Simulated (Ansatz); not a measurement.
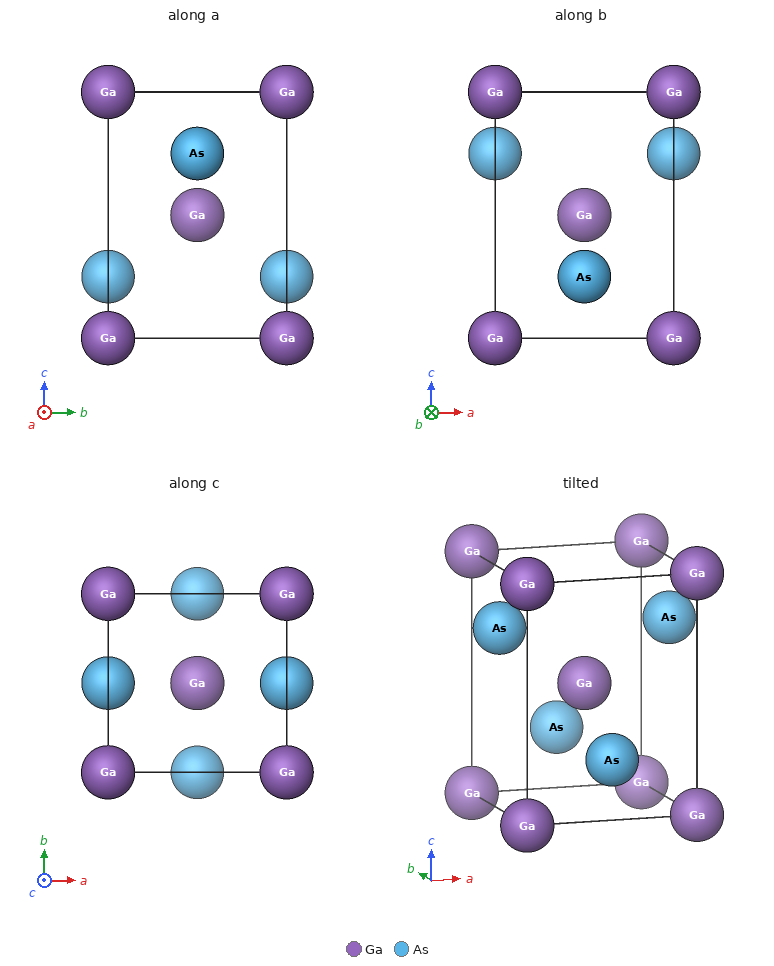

An orthographic spheres-only view of the structure, along the a axis, along the b axis, along the c axis and slightly off an axis. The lines enclose the conventional unit cell; boundary atoms appear with their images.

Lattice parameters: a = 4.007 Å, b = 4.007 Å, c = 5.525 Å, α = 90.00°, β = 90.00°, γ = 90.00°. Put a along x and b in the xy plane.

Question: Give the structure in the form of a POSCAR file.

Answer:
```
Ga As
1.0
     4.007    0.000    0.000
     0.000    4.007    0.000
     0.000    0.000    5.525
Ga As
2 2
Direct
  0.0000 0.0000 0.0000
  0.5000 0.5000 0.5000
  0.5000 0.0000 0.2500
  0.0000 0.5000 0.7500
```

It goes back to a structure type filled with these elements by a generator (whether the compound takes this form wasn't checked). Earlier steps of the study may have refined or changed the cell and positions. It was the input of a calculation with Ansatz.
